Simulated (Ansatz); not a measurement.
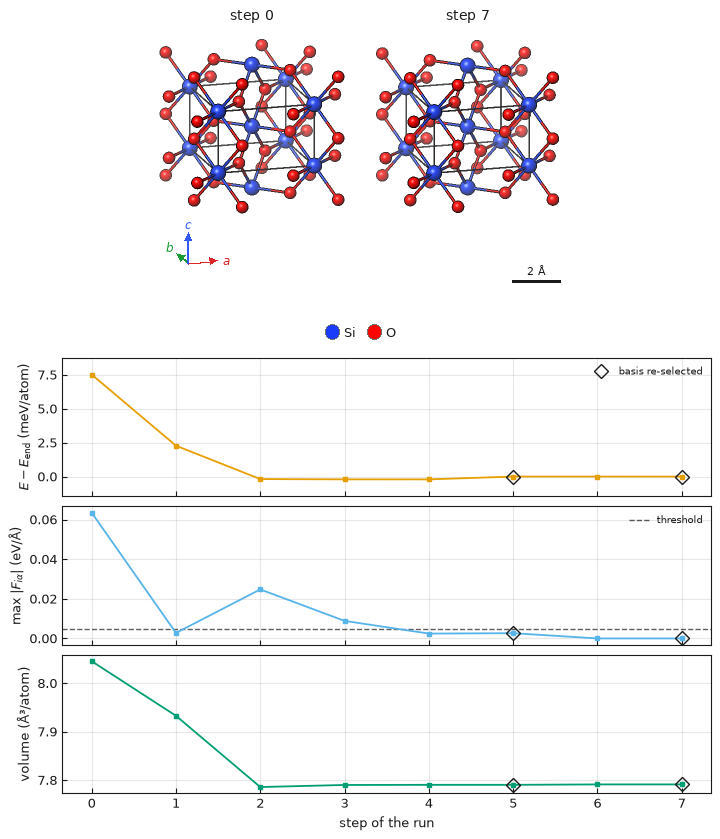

First and last geometry of a relaxation of solid SiO₂ (built on the rutile type), with the history of the run. Style: ball-and-stick. Shown: the cell of the calculation, slightly off an axis.

Method: Ansatz 0.2.0, DFT, r2SCAN, plane waves, PAW. (plane-wave cutoff 500 eV; k-point mesh 6 × 6 × 8; occupations fermi dirac; smearing width 0.02 eV; no spin polarisation; cell and atoms relaxed; force threshold 0.005 eV/Å)

**Read the history and describe the run.**

It converged. Over 5 accepted moves (7 points after the start) the energy falls by 7.5 meV per atom. Largest force component: 0.063 eV/Å at the start, under 0.0001 eV/Å at the end. The pressure goes from −9.50 to 0.00 GPa. The SCF was repeated twice at an unchanged geometry on a basis and grid sized afresh for the cell, which shifted the energy by 0.2 meV per atom at most. The largest moves relative to the cell, 0.005 Å, are those of O atoms. Si stays in place. Cell: a = b 4.236 → 4.185 Å (−1.2 %), c 2.691 → 2.669 Å (−0.8 %). Volume −3.2 %. Some distances before and after: O–Si 1.839 → 1.812 Å, O–Si 1.774 → 1.760 Å. The space group stays P4_2/mnm (No. 136).
